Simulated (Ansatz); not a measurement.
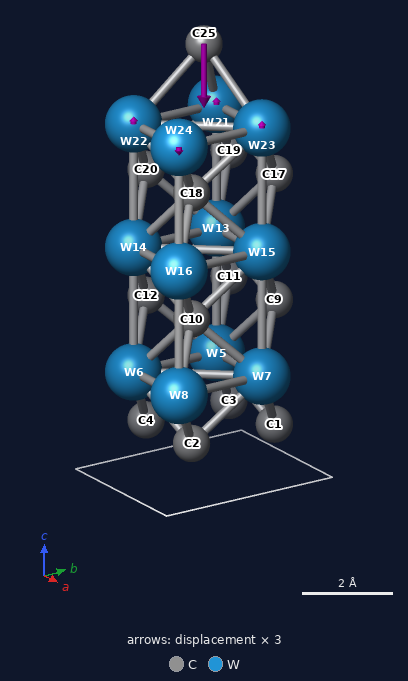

A constrained relaxation of a slab of composition W12C13 (cut from the P-6m2 phase). The starting structure is drawn; purple arrows show the displacements, magnified 3 times.

A ball-and-stick model of the cell of the calculation, outlined in the plane, without the vacuum (origin shifted), seen slightly off an axis.

Case: C put at a hollow W-W-W site. The slab is the (0 0 1) face of WC with C on it. 12 atoms are held fixed.

All numbers below come from DFT PBE+D3(BJ), scalar-relativistic, plane waves, PAW in Ansatz 0.2.0. Settings: plane-wave cutoff 420 eV; k-point mesh 6 × 6 × 1; occupations gaussian; smearing width 0.1 eV; no spin polarisation; dipole correction; atoms relaxed in a fixed cell; force threshold 0.03 eV/Å; at most 70 steps.

Question: Atoms of which element are displaced furthest, and by how much?

Answer: Carbon: up to 0.49 Å, against 0.06 Å for tungsten.

Question: What did the optimiser do to the structure, and how much energy did it gain?

Answer: After 5 geometry steps the energy has fallen by 1.762 eV per cell of the calculation. Largest force component: 4.6 eV/Å at the start, 0.023 eV/Å at the end. The largest move is that of C25, 0.49 Å along the normal (−c). By element the largest moves are C 0.49 Å, W 0.06 Å. The lattice vectors keep their values. Near-neighbour distances that change, for instance: W21–C25 2.387 → 2.037 Å, C19–W21 2.159 → 2.215 Å, W13–W21 2.810 → 2.862 Å, W16–W24 2.810 → 2.761 Å. Bond angles that change, for instance: W21–C25–W22 74.9° → 90.9°, W21–C19–W22 84.5° → 81.8°. The run took 2.7 min on 4 threads of Arm Neoverse V2, with other jobs on the host, peak memory 2.3 GiB.

Limits of the set-up: the periodic images lie only 5.8 Å apart, so the values are limited by the cell's size.
